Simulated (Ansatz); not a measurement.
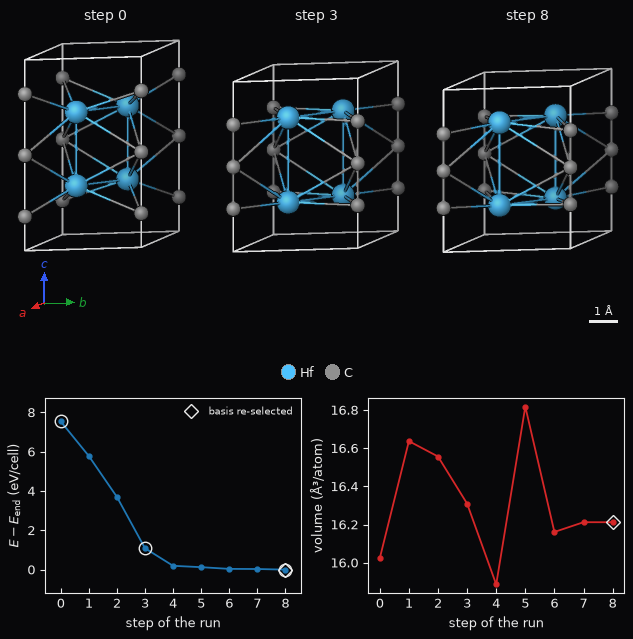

Frames of a relaxation of crystalline Hf₄C₃ (a generated structure, set up in P6/mmm) (coarse preliminary run), marked on the history of the run. Style: ball-and-stick. Shown: the cell of the calculation, slightly off an axis.

These are results of DFT PBE, scalar-relativistic, plane waves, PAW (Ansatz 0.2.0), not measurements. Set-up: plane-wave cutoff 420 eV; k-point mesh 6 × 6 × 4; occupations gaussian; smearing width 0.1 eV; no spin polarisation; cell and atoms relaxed; force threshold 0.04 eV/Å; at most 70 steps.

Describe the path.

The largest moves relative to the cell, 0.55 Å, are those of C atoms. Largest moves by element: C 0.55 Å, Hf 0.37 Å. The volume changes by +1.2 %, with a = b 4.306 → 4.696 Å (+9.1 %), c 6.986 → 5.943 Å (−14.9 %). Near-neighbour distances that change, for instance: Hf–Hf 4.285 → 2.909 Å, C–C 2.243 → 1.358 Å, Hf–Hf 2.701 → 3.034 Å, C–Hf 2.829 → 3.107 Å. New bonds form: C–C (2.24 → 1.36 Å), Hf–Hf (4.28 → 2.91 Å). Among the angles between lasting bonds that change: Hf–C–Hf 140.5° → 173.3°, Hf–C–Hf 109.2° → 119.7°, Hf–C–Hf 56.1° → 59.9°. The space group stays P6/mmm (No. 191). After 7 accepted moves (8 points after the start) the energy has fallen by 7.538 eV per cell of the calculation. The largest force component goes from 2.2 to 0.0046 eV/Å. The pressure goes from 7.34 to 0.22 GPa. At 1 point the geometry stayed and the basis and grid were re-selected for the new cell (energy shift of 31.3 meV per cell of the calculation at most each time). Cost: 2.1 min on 1 thread of Arm Neoverse V1, with other jobs on the host, peak memory 0.46 GiB. From step 0 to 3: C atoms move most (0.46 Å), volume +1.8 %, energy −6.450 eV per cell of the calculation. From step 3 to 8: C atoms move most (0.12 Å), volume −0.6 %, energy −1.087 eV per cell of the calculation.
